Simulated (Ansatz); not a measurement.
```xyz
48
Lattice="13.0341 0.0000 0.0000 0.0000 13.0341 0.0000 0.0000 0.0000 5.2481" Properties=species:S:1:pos:R:3 pbc="T T T"
Si    4.9699    2.7399    0.0000
Si   11.4869    9.2569    2.6240
Si   10.2942    4.9699    0.0000
Si    3.7771   11.4869    2.6240
Si    2.7399    8.0642    0.0000
Si    9.2569    1.5471    2.6240
Si    4.9699   10.2942    0.0000
Si   11.4869    3.7771    2.6240
Si    8.0642    2.7399    0.0000
Si    1.5471    9.2569    2.6240
Si    1.5471    3.7771    2.6240
Si    8.0642   10.2942    0.0000
Si    2.7399    4.9699    0.0000
Si    9.2569   11.4869    2.6240
Si    3.7771    1.5471    2.6240
Si   10.2942    8.0642    0.0000
O     4.6551    1.8619    3.9361
O    11.1721    8.3789    1.3120
O     4.6551   11.1721    1.3120
O    11.1721    4.6551    3.9361
O     8.3789    1.8619    1.3120
O     1.8619    8.3789    3.9361
O     1.8619    4.6551    1.3120
O     8.3789   11.1721    3.9361
O     1.8619    4.6551    3.9361
O     8.3789   11.1721    1.3120
O     1.8619    8.3789    1.3120
O     8.3789    1.8619    3.9361
O    11.1721    4.6551    1.3120
O     4.6551   11.1721    3.9361
O     4.6551    1.8619    1.3120
O    11.1721    8.3789    3.9361
O     6.5170    3.1678    0.0000
O     0.0000    9.6848    2.6240
O     3.3492    0.0000    2.6240
O     9.8663    6.5170    0.0000
O     3.1678    6.5170    0.0000
O     9.6848    0.0000    2.6240
O     0.0000    3.3492    2.6240
O     6.5170    9.8663    0.0000
O     4.0830    4.0830    0.0000
O    10.6001   10.6001    2.6240
O     8.9510    4.0830    0.0000
O     2.4340   10.6001    2.6240
O     4.0830    8.9510    0.0000
O    10.6001    2.4340    2.6240
O     2.4340    2.4340    2.6240
O     8.9510    8.9510    0.0000
```

Space group I4/mmm; a structure from a database of computed crystals, not necessarily the ambient phase.

Computed with DFT r2SCAN, scalar-relativistic, plane waves, PAW (Ansatz).

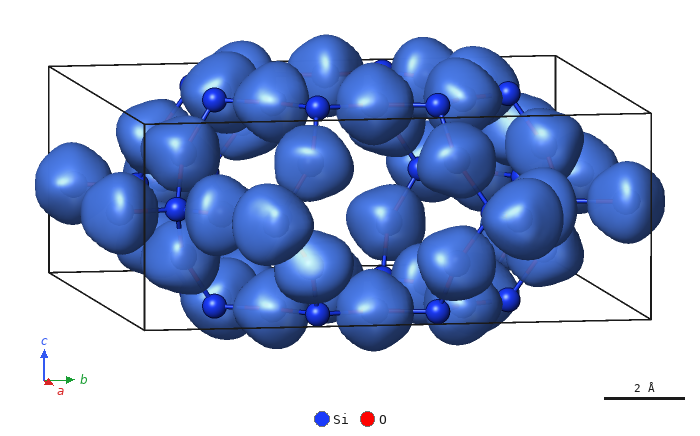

SiO₂. Isosurface of the electron localisation function at 0.65 (blue), seen slightly off an axis. Core shells and regions of very low density are left out. Sticks mark near contacts.

Q: Describe the localisation domains.

A: The ELF exceeds this value in 32 regions on O in which the atom's valence shell and bonds are merged, counted in one cell of 48 atoms. Any copies at cell faces, edges or corners count once. Along the contacts the grid gives the following. Si–O (1.61 Å): the ELF peaks at about 0.85 between the atoms, as expected for a short, strongly polar bond.
